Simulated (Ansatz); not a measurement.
MnAs: single-point calculation (part 1 of 4)

- system: MnAs (Pnma, 8 atoms in the cell)
- method: DFT, PBE, PAW, plane waves, scalar-relativistic (Ansatz 0.2.0)

The structure derives from an entry of the Crystallography Open Database. It belongs to a series of runs on one base structure; here: flat spiral with wave vector (1 0 1) of the cell. Figures and captions count atoms from 1; the log counts them from 0 in places.

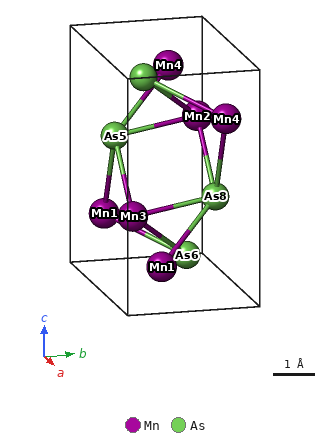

*The input geometry (ball-and-stick view of the cell of the calculation, seen slightly off an axis; atoms are numbered from 1 in the order of the input).*

Near neighbours in the crystal (not all of them lie inside the picture): Mn has 6 As at 2.39 to 2.51 Å; As has 6 Mn at 2.39 to 2.51 Å.

Input file:
```yaml
crystal:
  lattice:
    - [5.495, 0.0, 0.0]
    - [0.0, 3.414, 0.0]
    - [0.0, 0.0, 6.103]
  atoms:
    - { symbol: Mn, position: [0.015, 0.25, 0.2], spin: 4.5, spin_axis: [4.5, 0.0, 0.0] }
    - { symbol: Mn, position: [0.485, 0.75, 0.7], spin: 4.5, spin_axis: [4.416, -0.864, 0.0] }
    - { symbol: Mn, position: [0.515, 0.25, 0.3], spin: 4.5, spin_axis: [-3.64, -2.645, 0.0] }
    - { symbol: Mn, position: [0.985, 0.75, 0.8], spin: 4.5, spin_axis: [-4.074, -1.91, 0.0] }
    - { symbol: As, position: [0.2, 0.25, 0.57] }
    - { symbol: As, position: [0.3, 0.75, 0.07] }
    - { symbol: As, position: [0.7, 0.25, 0.93] }
    - { symbol: As, position: [0.8, 0.75, 0.43] }
hamiltonian:
  xc: pbe
  pseudopotentials: { kind: paw }
  noncollinear_xc: multicollinear
basis:
  ecutwfc: 420
kpoints:
  mp_grid: { grid: [3, 4, 2] }
scf:
  occupations: { method: fermi_dirac, width: 0.03 }
  lower_state_search: "off"
  max_iter: 150
output:
  forces: true
  stress: true
  write_density: true
  write_potential: true
  elf: true
  volumetric_format: npy
magnetization:
  noncollinear: true
```

Machine: 4 threads of Arm Neoverse V2, 24 GiB of memory available, shared host.

Launch command:
```bash
ansatz run input.yaml --threads 4 --pin off --max-ram 9216MiB --backend cpu --events-out ev --progress --plain --runs-dir out
```

Log:
```
Engine: ansatz 0.2.0, aarch64-unknown-linux-gnu
Pseudopotentials: kind: paw
Pseudopotential: Mn, paw, valence charge 15, recommended cutoff 420 eV (normal), Mn.paw.azcp
Pseudopotential: As, paw, valence charge 15, recommended cutoff 420 eV (normal), As.paw.azcp
Functional definition: PBE
  parameter kappa = 0.804
  parameter beta = 0.06672455060314922
  exchange = pbe_x(kappa = kappa, mu = beta*pi^2/3)
  correlation = pbe_c(beta = beta)
Crystal: 8 atoms, lattice volume = 114.492 Å³
Basis set: ecut = 420 eV, 2229 PW (Γ), exchange–correlation on 80×48×90 points (8 copies of the dense FFT grid, shifted against one another)
Bands: 144, of which v1, the nominal top of the filled ones, is band 120 counted from 1 (119 counted from 0)
Symmetry: 2 space group operations + 2 with time reversal
Moments: of one size on atoms that these operations exchange, one fixing the others by the rotation that the starting moments gave each, and all in one plane where the starting moments lie in one or along one axis (crystal.symmetry.detect: false holds none)
k-points: 12 of 24 (time reversal used)
Non-local potential: Mn, projectors of the file, l = 0: 3, l = 1: 2, l = 2: 3, l = 3: 1
Non-local potential: As, projectors of the file, l = 0: 2, l = 1: 2, l = 2: 3, l = 3: 1
PAW form: soft (Blöchl's): semilocal exchange-correlation on the pseudo side does not see the compensation charge
PAW one-centre angular grid: Mn, 590 points (default); XC on 64 Gauss nodes
PAW one-centre angular grid: As, 590 points (default); XC on 64 Gauss nodes
Initial density: superposition of atomic densities (chi_scale 0.1, normalization cell)
Starting moments: Σ|m| = 18 μB on 4 of 8 sites
Initial wavefunctions: pseudopotential atomic-orbital guess
Functional: x = pbe(κ = 0.804, μ = 0.2195149727645171), c = pbe(β = 0.06672455060314922)
iter 1 solved again at ethr=2.93e-3 eV; its pass at ethr=3.10e-3 eV (dr2=3.52e0 eV) is discarded
```
